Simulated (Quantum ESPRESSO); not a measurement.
# A series of single points on TiO

System: TiO (2 atoms in the cell).
Method: Kohn-Sham DFT of a periodic cell, r2SCAN, SG15 PBE 1.2, no spin polarisation (Quantum ESPRESSO 7.5).

The 7 runs differ only in the geometry, by an even scaling of the cell at fixed fractional positions. The structure derives from an entry of the Crystallography Open Database.

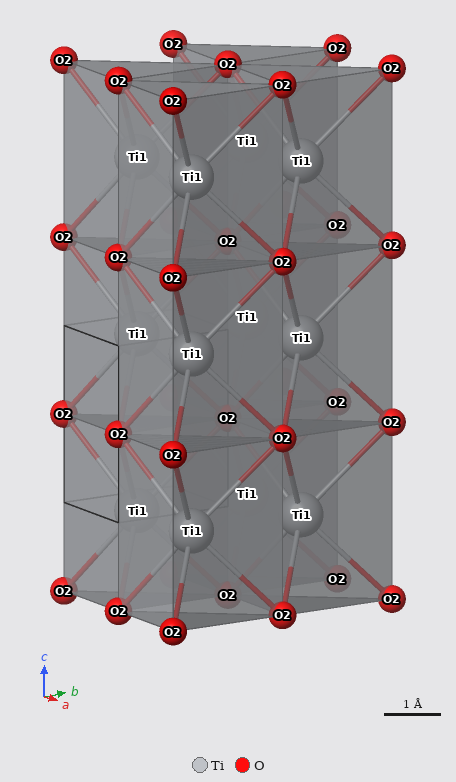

Figure 1. The structure of run 4 (polyhedral view of the cell of the calculation, repeated 2 × 2 × 2, seen slightly off an axis; polyhedra are completed across the faces of the cell; atoms are numbered from 1 in the order of the input).

**Input of run 4**
```
&CONTROL
  calculation = 'scf'
  prefix = 'pwscf'
  outdir = './tmp'
  pseudo_dir = './pseudo'
  tprnfor = .true.
  tstress = .true.
  disk_io = 'nowf'
/
&SYSTEM
  ibrav = 0
  nat = 2
  ntyp = 2
  ecutwfc = 88
  nbnd = 15
  input_dft = 'r2scan'
  occupations = 'smearing'
  smearing = 'fd'
  degauss = 0.00367493
  nosym = .true.
  nr1 = 36
  nr2 = 36
  nr3 = 48
/
&ELECTRONS
  conv_thr = 1d-08
  electron_maxstep = 120
  mixing_beta = 0.5
/
ATOMIC_SPECIES
Ti    47.8670 Ti_ONCV_PBE-1.2.upf
O     15.9990 O_ONCV_PBE-1.2.upf
CELL_PARAMETERS angstrom
   3.0310000000    0.0000000000    0.0000000000
  -1.5155000000    2.6249229989    0.0000000000
   0.0000000000    0.0000000000    3.2377000000
ATOMIC_POSITIONS crystal
Ti     0.6666666667    0.3333333333    0.0000000000
O      0.0000000000    0.0000000000    0.5000000000
K_POINTS automatic
8 8 6 0 0 0
```

Command:
```bash
OMP_NUM_THREADS=1 mpirun -n 2 pw.x -nk 2 -in pw.in > pw.out
```

Lattice vectors (Å) and fractional positions of run 4:
```
   3.031000    0.000000    0.000000
  -1.515500    2.624923    0.000000
   0.000000    0.000000    3.237700
Ti  0.666667  0.333333  0.000000
O   0.000000  0.000000  0.500000
```

Run 3 differs from it as follows:
```diff
-   3.0310000000    0.0000000000    0.0000000000
-  -1.5155000000    2.6249229989    0.0000000000
-   0.0000000000    0.0000000000    3.2377000000
+   3.0106571052    0.0000000000    0.0000000000
+  -1.5053285526    2.6073055352    0.0000000000
+   0.0000000000    0.0000000000    3.2159698151
```

**Results, with one run withheld**

```csv
run,volume per atom (Å³),"free energy per atom, from the lowest run given (meV)",pressure (GPa),gap on the mesh (eV)
1,12.107,0.00,−36.21,0.17
2,12.365,59.38,−37.65,0.18
3,12.622,?,?,?
4,12.880,184.20,−39.88,0.20
5,13.137,249.00,−40.73,0.20
6,13.395,315.03,−41.42,0.21
7,13.653,382.06,−41.97,0.22
```

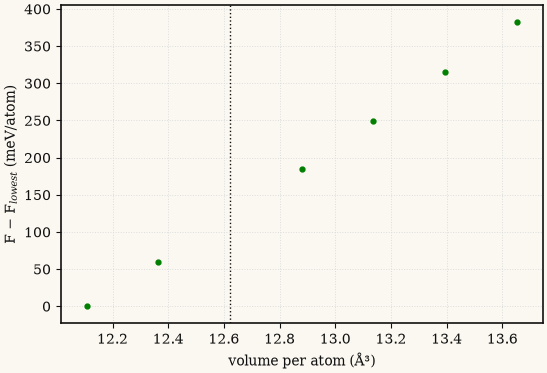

Figure 2. Free energy per atom of the runs given; the dotted line marks run 3.

What should run 3 give?

A cubic polynomial in V^(−2/3) (the Birch–Murnaghan form), fitted to the 6 runs given, misses them by at most 0.05 meV per atom. With x = V^(−2/3) − 0.18177 Å⁻², it reads F = 190.17 − 26584 x + 3.0585e+05 x² + 1.1131e+06 x³ (meV per atom). At run 3 it gives 120.76 meV per atom, and the run itself gives 120.89. The slope of the fit gives a pressure −dF/dV of −38.89 GPa there, and the run prints −38.87 GPa. The fit has no minimum inside this range. The gap on the mesh goes, without turning, from 0.17 eV in run 1 to 0.22 eV in run 7; run 3 has 0.19 eV. These are gaps of this functional on this mesh, which can miss the band edges; they aren't the measured gap.

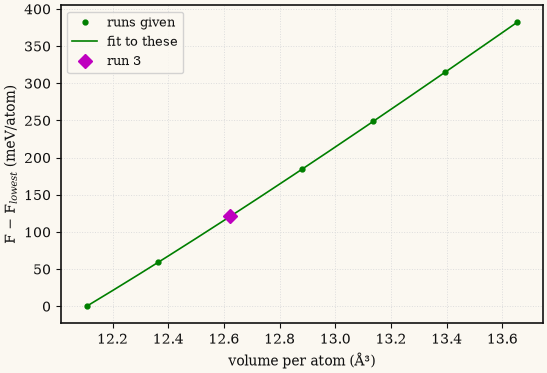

Figure 3. The fit and the withheld run.

**Some lines of the output (run 3)**
```
[...]
     total energy              =    -147.29626714 Ry
     total energy              =    -147.46265134 Ry
     total energy              =    -147.51520068 Ry
     total energy              =    -147.52158307 Ry
     total energy              =    -147.52164110 Ry
     total energy              =    -147.52169134 Ry
     total energy              =    -147.52169240 Ry
     total energy              =    -147.52169260 Ry
     total energy              =    -147.52169262 Ry
     the Fermi energy is    12.3889 ev
!    total energy              =    -147.52169262 Ry
     The total energy is F=E-TS. E is the sum of the following terms:
     Computing stress (Cartesian axis) and pressure
          total   stress  (Ry/bohr**3)                   (kbar)     P=     -388.66
```

Notes: Further notes kept with the run: potentials made for another functional. Notes on the run: SCF correction compared to forces is large. Points of doubt noted for this run: potentials made for another functional.
